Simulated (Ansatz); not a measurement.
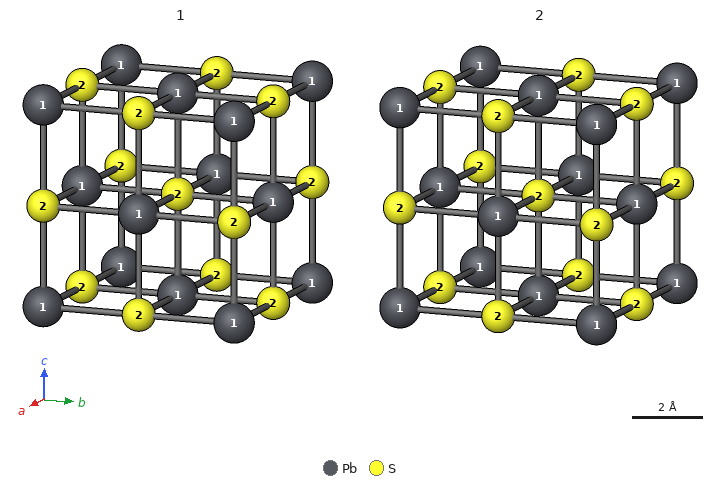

Two geometries of a crystal of PbS (built on the rocksalt type) at its r2SCAN-relaxed geometry: one is the relaxed structure, the other was perturbed away from it. Style: ball-and-stick. Shown: the conventional cell (4 times the calculation's cell), slightly off an axis. Lengths and directions refer to the drawn axes.

The calculation used DFT, r2SCAN, plane waves, PAW (Ansatz). Settings: plane-wave cutoff 500 eV; k-point mesh 8 × 8 × 8; occupations fixed; no spin polarisation.

Which one is perturbed?

Structure 2 is the perturbed one. The cell is strained by −0.8 % along c and +3.0 % across it (volume +5.3 %). The atoms and the free axis were relaxed with r2SCAN under that strain, and this is a single point on that geometry. Energy change: +20.2 meV per atom. Pressure: 0.0 GPa before, −2.5 GPa after. The principal stresses (compression positive) are 0.0 GPa along c and −3.7 GPa across it. All forces vanish by symmetry. Among the bonded contacts that change: Pb–S 2.987 → 2.965 to 3.077 Å. The space group (tolerance 0.01 Å) goes from Fm-3m (No. 225) to I4/mmm (No. 139).
